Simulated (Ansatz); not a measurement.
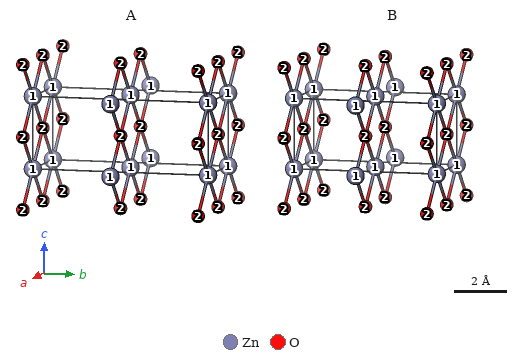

Two geometries of a crystal of ZnO (a generated structure, set up in Cmmm), drawn at one scale. One is the start of a relaxation, the other its converged end. Style: ball-and-stick. Shown: the conventional cell (2 times the calculation's cell), slightly off an axis. Lengths and directions refer to the drawn axes.

The calculation used Kohn-Sham DFT of a periodic cell, LDA, Ansatz PAW in Ansatz. Settings: plane-wave cutoff 420 eV; k-point mesh 10 × 10 × 9; occupations fermi-dirac; smearing width 0.05 eV; no spin polarisation; cell and atoms relaxed; force threshold 0.01 eV/Å; at most 40 steps.

### Which one is relaxed?

Structure B is the relaxed one. The run lets cell and atoms move. After 8 accepted moves (11 points after the start) the energy has fallen by 55.6 meV per atom. All forces vanish by symmetry, so only the cell relaxes. Pressure: −8.99 GPa at the start and −0.03 GPa at the end. At 3 points the geometry stayed and the basis and grid were re-selected for the new cell (energy shift of 4.8 meV per atom at most each time). The atoms keep their places relative to the cell (all moves are under 0.005 Å). The volume changes by −21.8 %, with a 2.866 → 2.837 Å (−1.0 %), b 7.054 → 5.747 Å (−18.5 %), c 2.838 → 2.752 Å (−3.0 %). Some distances before and after: Zn1–O2 2.017 → 1.976 Å. The space group stays Cmmm (No. 65).
